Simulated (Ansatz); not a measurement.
# Run report: GaP, single-point calculation

System: GaP (2 atoms in the cell).
Method: DFT r2SCAN, scalar-relativistic, plane waves, PAW, no spin polarisation (Ansatz 0.2.0).

The structure derives from an entry of the Crystallography Open Database. It belongs to a series of runs on one base structure; here: ratio of the length along z to the lengths across it x 0.78, volume and fractional coordinates fixed. Figures and captions count atoms from 1; the log counts them from 0 in places.

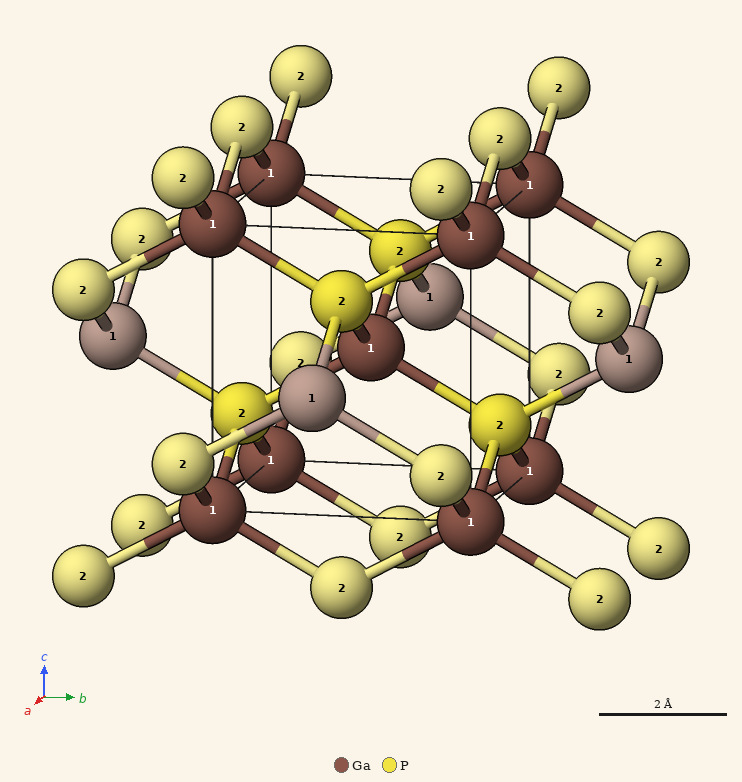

Figure 1. The structure (ball-and-stick view of the cell 2 times as large as that of the calculation, set on its symmetry axes, seen slightly off an axis; neighbours outside the cell are drawn fainter; atoms are numbered from 1 in the order of the input). An atom can appear more than once, as a periodic image. Near neighbours in the periodic cell (some may lie outside the picture): Ga has 4 P at 2.39 Å; P has 4 Ga at 2.39 Å.

### The input
```yaml
crystal:
  lattice:
    - [0.0, 2.9605664555, 2.3092418353]
    - [2.9605664555, 0.0, 2.3092418353]
    - [2.9605664555, 2.9605664555, 0.0]
  atoms:
    - { symbol: Ga, position: [0.0, 0.0, 0.0] }
    - { symbol: P, position: [0.75, 0.75, 0.75] }
basis:
  ecutwfc: 500
kpoints:
  mp_grid: { grid: [10, 10, 10] }
hamiltonian:
  xc: r2scan
scf:
  occupations: { method: gaussian, width: 0.05 }
output:
  forces: true
  stress: true
  eigenvalues: true
  write_density: true
  write_potential: true
  elf: true
  volumetric_format: npy
```

Machine: 1 thread of Intel Xeon @ 2.50GHz (Skylake/Cascade Lake), 189 GiB of memory available, shared host.

Launched with:
```bash
ansatz run input.yaml --threads 1 --pin off --max-ram 2560MiB --backend cpu --events-out ev --progress --plain --runs-dir out
```

### Output
```
Engine: ansatz 0.2.0, x86_64-unknown-linux-gnu
Pseudopotentials: kind: paw
Pseudopotential: Ga, paw, valence charge 13, recommended cutoff 500 eV (meta_gga), Ga.paw.azcp
Pseudopotential: P, paw, valence charge 5, recommended cutoff 500 eV (meta_gga), P.paw.azcp
Functional definition: r2SCAN
  parameter k0 = 0.174
  parameter k1 = 0.065
  parameter a1 = 4.9479
  exchange = r2scan_x(k0 = k0, k1 = k1, a1 = a1)
  correlation = r2scan_c
Crystal: 2 atoms, lattice volume = 40.481 Å³
Basis set: ecut = 500 eV, 1041 PW (Γ), exchange–correlation on 120×120×128 points (64 copies of the dense FFT grid, shifted against one another)
Bands: 13, of which v1, the nominal top of the filled ones, is band 9 counted from 1 (8 counted from 0)
Symmetry: 8 space group operations
Space group: I-4m2 (ITA 119), of the structure as read, at distance tolerance 3.4e-5 Å
k-points: 102 of 1000 (time reversal used)
Non-local potential: Ga, projectors of the file, l = 0: 2, l = 1: 2, l = 2: 3, l = 3: 1
Non-local potential: P, projectors of the file, l = 0: 2, l = 1: 2, l = 2: 2
PAW form: soft (Blöchl's): semilocal exchange-correlation on the pseudo side does not see the compensation charge
PAW frozen core: Ga, regenerated for the run's functional (the file was generated under x = pbe(κ = 0.804, μ = 0.2195149727645171), c = pbe(β = 0.06672455060314922))
PAW frozen core: P, regenerated for the run's functional (the file was generated under x = pbe(κ = 0.804, μ = 0.2195149727645171), c = pbe(β = 0.06672455060314922))
PAW one-centre angular grid: Ga, 590 points (default); XC on 160 Gauss nodes
PAW one-centre angular grid: P, 302 points (default); XC on 160 Gauss nodes
Initial density: superposition of atomic densities (neutral atoms: chi_scale 0, normalization atom), corrected by the library's trained network
Initial wavefunctions: pseudopotential atomic-orbital guess
Functional: x = r2scan, c = r2scan; τ floored in thin density (d = 2e-4 eV/Å³)
SCF iter   1: F=—  HF=-4550.164190 eV  |F-HF|=—  |Δ(HF+E_count)|=         —  Δρ=9.06e-3  dr2=1.54e-2  dr2_τ=6.57e-3  ethr=1.77e-3  ⟨swp⟩=5.9  Hψ=8521  notcnv=0
preconditioner: auto → none  [insulator: Δε(μ)=0.238 eV  Ē_g=16.283 eV  σ=0.050 eV  W_gap=0.90  n_scr=12 (ndim 8)  ℏωp=24.8 eV  f_vac=0.000  D(μ)=0.10/eV (n_scr^D=0)  ε∞_Penn≈3.3]
SCF iter   2: F=—  HF=-4550.174475 eV  |F-HF|=—  |Δ(HF+E_count)|=   1.03e-2  Δρ=2.42e-3  dr2=2.88e-3  dr2_τ=7.28e-5  ethr=8.58e-5  ⟨swp⟩=2.6  Hψ=3562  notcnv=0  defer=1
SCF iter   3: F=—  HF=-4550.173315 eV  |F-HF|=—  |Δ(HF+E_count)|=   1.16e-3  Δρ=1.88e-3  dr2=6.08e-4  dr2_τ=8.58e-6  ethr=1.60e-5  ⟨swp⟩=2.0  Hψ=2635  notcnv=0  defer=1
SCF iter   4: F=—  HF=-4550.173539 eV  |F-HF|=—  |Δ(HF+E_count)|=   2.24e-4  Δρ=2.37e-4  dr2=1.31e-5  dr2_τ=2.58e-7  ethr=3.38e-6  ⟨swp⟩=2.3  Hψ=2174  notcnv=0  defer=1
SCF iter   5: F=—  HF=-4550.173533 eV  |F-HF|=—  |Δ(HF+E_count)|=   5.88e-6  Δρ=6.83e-5  dr2=1.73e-6  dr2_τ=1.90e-8  ethr=7.26e-8  ⟨swp⟩=2.0  Hψ=2209  notcnv=0  defer=1
SCF iter   6: F=—  HF=-4550.173533 eV  |F-HF|=—  |Δ(HF+E_count)|=   2.05e-7  Δρ=1.87e-5  dr2=2.56e-7  dr2_τ=2.74e-9  ethr=9.59e-9  ⟨swp⟩=2.0  Hψ=2244  notcnv=0  defer=1
SCF iter   7: F=-4550.173533 eV  HF=-4550.173533 eV  |F-HF|=2.08e-9  |Δ(HF+E_count)|=   7.30e-8  Δρ=2.42e-6  dr2=3.99e-9  dr2_τ=8.97e-12  ethr=5.56e-10  ⟨swp⟩=10.1  Hψ=9104  notcnv=0
SCF 1 converged in 7 iterations: F = -4550.173533 eV  dr2 = 3.99e-9
  greatest PAW one-centre occupation: 0.994 electrons in one spin orbital (limit 2), on the Ga atom at site 0 (counted from 0), in its partial waves of l = 2
```

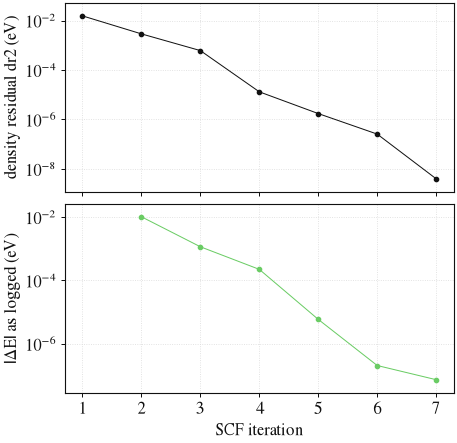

Figure 2. Convergence of the self-consistent field: density residual dr2 and size of the energy change against the SCF iteration. The residual falls at every step.

```
SCF converged after 7 iterations
Free energy (F): -4550.173533 eV
Harris-Foulkes:  -4550.173533 eV  (|F-HF|=2.08e-9)
Internal energy: -4550.173409 eV  (E = F + TS)
E sigma→0 (E₀):  -4550.173471 eV
Entropy (-TS):   -0.000124 eV (-0.062 meV/atom)
Fermi energy:    7.292964 eV
--- Per-component energies (eV) ---
  E_band       = -67.104305
  E_kinetic    = 184.725924
  E_local      = -2185.663037  (includes V_loc(G=0)·N_el)
  E_nonlocal   = 460.606845
  E_hartree    = 1012.437680
  E_xc         = -120.467458
  E_vxc        = -124.065375  (∫ρ·V_xc dr)
  E_paw        = -2580.103859  (= ΣΔE_a)
  E_vpaw       = -433.548116  (= ΣTr[D̂ρ^β])
  E_aug_tail   = -0.000040  (compensation charges beyond the density's cutoff)
  E_vtau       = 5.962711  (kinetic-family band-sum trace: ∫τ·v_τ [+ j·A + Jᵃ·Aᵃ] dr)
  E_ewald      = -1320.965551
  E_core_change = -0.743912  (= ΣΔE_core)
  E_smearing   = -0.000124  (= −TS)
  E_closure    = 0.000000  (closes the sum)
  Σ components = -4550.173533   (vs F -4550.173533, Δ=0.00e0)
--- Forces (eV/Å), atoms counted from 1 ---
  atom   1  Ga    -0.00000000     0.00000000     0.00000000
  atom   2  P      0.00000000     0.00000000     0.00000000
  max |Σ_I F_I| component: 1.39e-16 eV/Å
--- Stress (GPa, compression-positive) ---
       -5.625046      -0.000000       0.000000
       -0.000000      -5.625046       0.000000
       -0.000000       0.000000       6.874229
  P = ⅓ Tr σ = -1.4586 GPa (-14.586 kbar)
--- Band table (eV; the first three rows and the last of 102) ---
  k-point 0: bands = ["-8.1440", "-8.1440", "-8.0837", "-8.0727", "-8.0102", "-5.9865", "6.5616", "6.5616", "7.5803", "8.9150", "11.1477", "11.7218", "11.7218"]
  k-point 1: bands = ["-8.1483", "-8.1411", "-8.0886", "-8.0703", "-8.0086", "-5.8491", "5.6539", "6.3474", "7.2405", "9.5527", "11.0307", "11.8460", "12.1703"]
  k-point 2: bands = ["-8.1636", "-8.1344", "-8.0922", "-8.0681", "-8.0034", "-5.4504", "3.9191", "5.8744", "6.9650", "9.3306", "11.6201", "11.8351", "13.4563"]
  k-point 101: bands = ["-8.2492", "-8.1138", "-8.0741", "-8.0741", "-7.9643", "-2.2559", "1.2057", "3.1568", "3.1568", "7.5043", "8.0671", "18.0145", "18.0145"]
```

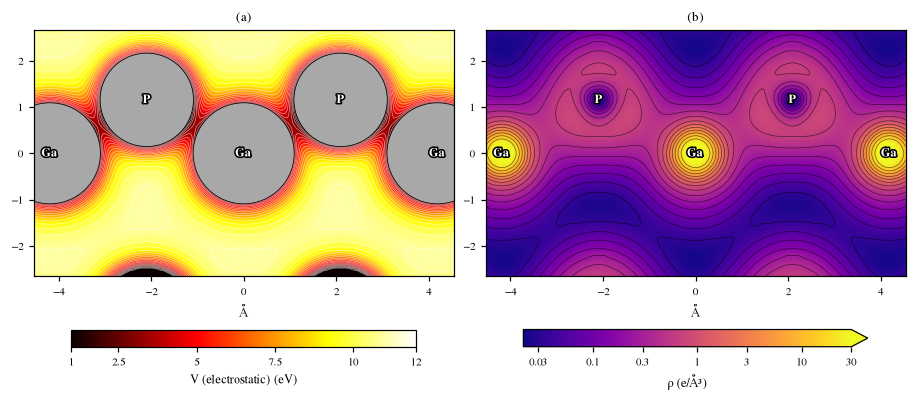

Figure 3. (a) electrostatic potential (local pseudopotential plus Hartree) felt by an electron; (b) valence charge density (pseudo) on the (010) plane of the conventional cell. Grey discs, where drawn, cover atomic cores. Ga–P (2.39 Å): ρ is about 0.53 e/Å³ halfway. Away from the nuclei the density in this plane falls to 0.02 e/Å³ at its lowest. Outside the cores the potential energy rises away from the atoms and is highest about 2.3 Å from the nearest atoms; outside the discs it spans about 10 eV, and its zero is arbitrary. The fields are those of the smooth PAW valence density.

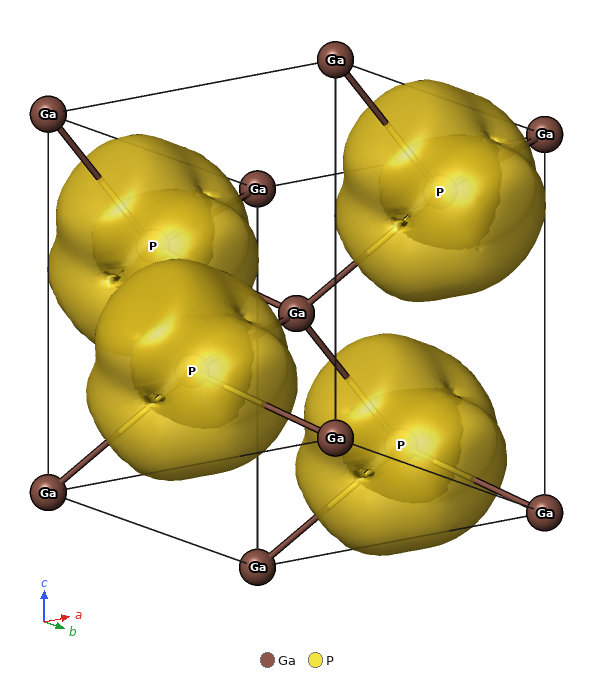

Figure 4. Isosurface of the ELF at 0.7 (yellow), seen at an oblique angle. Core shells and regions of very low density are left out. Sticks mark near contacts. The outline is the cell set on symmetry axes. Profiles from the grid: Ga–P (2.39 Å): the ELF is about 0.80 at the midpoint.

### Summary

| quantity | value |
| --- | --- |
| outcome | converged |
| space group (tolerance 0.01 Å) | I-4m2 (119) |
| electrons treated | 18 |
| free energy | −4550.1735 eV |
| Fermi energy | 7.293 eV |
| gap on the k-point mesh | none (metallic) |
| pressure | −1.46 GPa |
| largest force (length of the vector) | under 0.001 eV/Å |
| wall time | 31 s |
| peak memory | 0.52 GiB |
